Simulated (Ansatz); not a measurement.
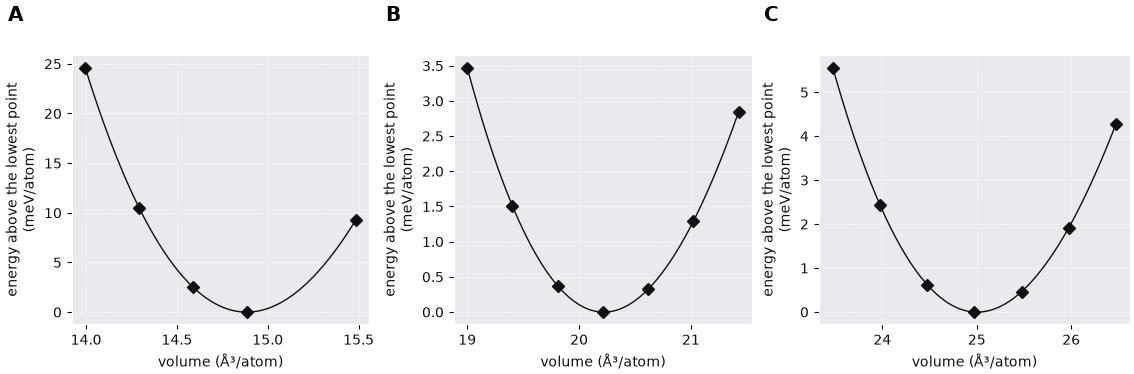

Each panel shows the energy above the lowest point against volume for one of these solids: Co, Fd-3m (No. 227); Eu, Fm-3m (No. 225); Li, Fm-3m (No. 225).

Method: equation of state of a cubic crystal from periodic Kohn-Sham density functional theory without spin, third-order Birch-Murnaghan fit to the free energies; pressure corrected for the finite basis (Ansatz 0.2.0 development build). Level: PBE.

Question: Which panel belongs to which solid?

Answer: A is Co (energy above the lowest point from 0.0 meV/atom to 24.6 meV/atom, V0 14.88 Å³/atom, B0 132 GPa); B is Li (energy above the lowest point from 0.000 meV/atom to 3.473 meV/atom, V0 20.22 Å³/atom, B0 13.8 GPa); C is Eu (energy above the lowest point from 0.000 meV/atom to 5.561 meV/atom, V0 25 Å³/atom, B0 17.3 GPa).

For Co, limits of the calculation: cubic model structure, not the ambient form; modest k-mesh, values are not fully converged in k; no spin polarisation, a magnetic state may lie lower.

For Eu, limits of the calculation: cubic model structure, not the ambient form; modest k-mesh, values are not fully converged in k; open f shell treated without spin.

For Li, limits of the calculation: cubic model structure, not the ambient form.
